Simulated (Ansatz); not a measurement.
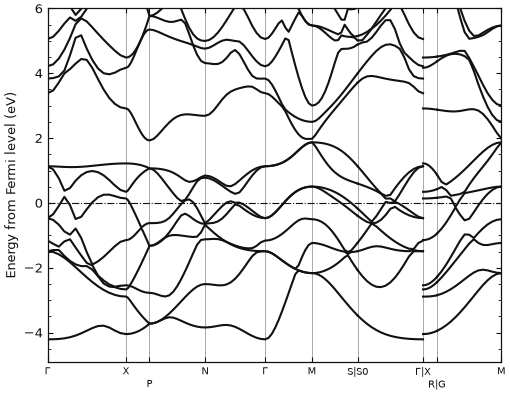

What does this figure show?

Band structure of Mg2Ge2N, space group I4/mmm, 5 atoms in the cell. Ansatz; DFT PBE, scalar-relativistic, plane waves, PAW, no spin polarisation, 12×12×12 k mesh. Energies are counted from the Fermi level.

A metal: 2 bands cross the Fermi level along this path. At M the nearest levels lie 0.50 eV below and 0.50 eV above the Fermi level.

The structure is an invented one, so it need not be a known or stable phase. The electron count is odd and the run has no spin polarisation, so a magnetic state may lie lower. The starting guess was a poor one.
